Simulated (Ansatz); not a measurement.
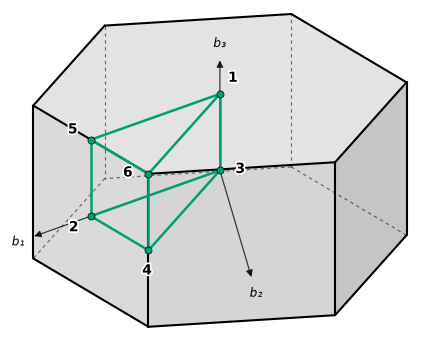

For SiC, the geometry relaxed with DFT r2SCAN, scalar-relativistic, plane waves, PAW (Ansatz 0.2.0): the first Brillouin zone of a primitive hexagonal lattice (hP; extended symbol hP2) is drawn with its special points numbered. Symmetry computed with spglib at a tolerance of 0.002 Å; standard conventional cell.

a = 3.075 Å, b = 3.075 Å, c = 5.048 Å, α = 90.00°, β = 90.00°, γ = 120.00°.

Labels and path follow the convention of Hinuma et al. (2017), as computed by seekpath; the arrows show the directions of the reciprocal primitive vectors b₁, b₂, b₃, in which coordinates are given.

### Give the label and coordinates of each numbered point.

```csv
no.,label,coordinates
1,A,"(0, 0, 1/2)"
2,M,"(1/2, 0, 0)"
3,Γ,"(0, 0, 0)"
4,K,"(1/3, 1/3, 0)"
5,L,"(1/2, 0, 1/2)"
6,H,"(1/3, 1/3, 1/2)"
```
